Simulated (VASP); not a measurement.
```yaml
crystal:
  lattice:
    - [2.08305, -2.08305, 0.00000]
    - [2.08305, 2.08305, 0.00000]
    - [0.00000, 0.00000, 4.38537]
  atoms:
    - { symbol: W, position: [0.00000, 0.00000, 0.00000] }
    - { symbol: W, position: [0.50000, 0.50000, 0.50000] }
    - { symbol: C, position: [0.50000, 0.50000, 0.00000] }
    - { symbol: C, position: [0.00000, 0.00000, 0.50000] }
```

Space group I4/mmm; a structure from a database of computed crystals, not necessarily the ambient phase; changed on purpose from its base cell (strain -0.050 along x and y, +0.000 along z, atoms carried along); computed pressure about 33 GPa in this cell.

All numbers below come from Kohn-Sham DFT of a periodic cell, LDA, VASP PAW LDA potentials, recommended (VASP 6.6.1).

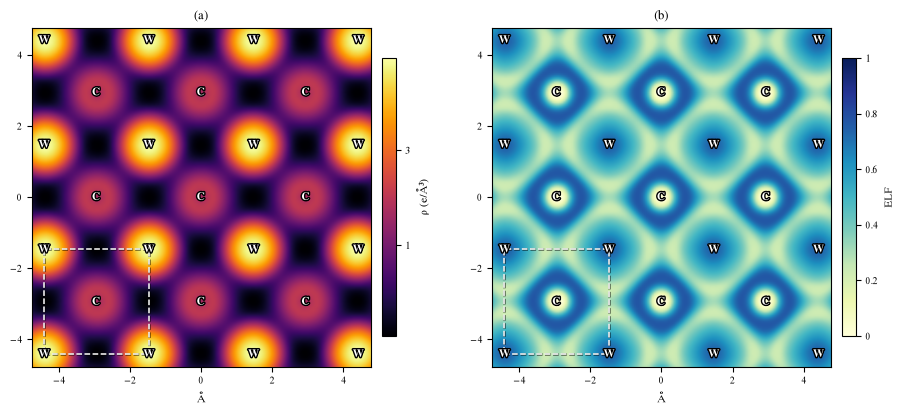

WC. (a) valence charge density (pseudo); (b) ELF on the (001) plane of the conventional cell.

Core electrons are frozen (PAW), and the valence fields are smoothed inside the atomic spheres.

**Interpret the plot.**

- The section cuts through W and C sites.
- W–C (2.08 Å): ρ is about 0.81 e/Å³ halfway; the ELF peaks at about 0.75 in the valence shell of C, 0.7 Å from its nucleus, and is about 0.35 at the midpoint.
- W–W (2.95 Å): ρ at the midpoint is about 0.35 e/Å³; the ELF is about 0.30 at the midpoint.
- Between the atoms the lowest density in this plane is 0.35 e/Å³.
- The features right at W lie inside the PAW spheres, where the map follows smoothed inner orbitals and isn't to be read closely.
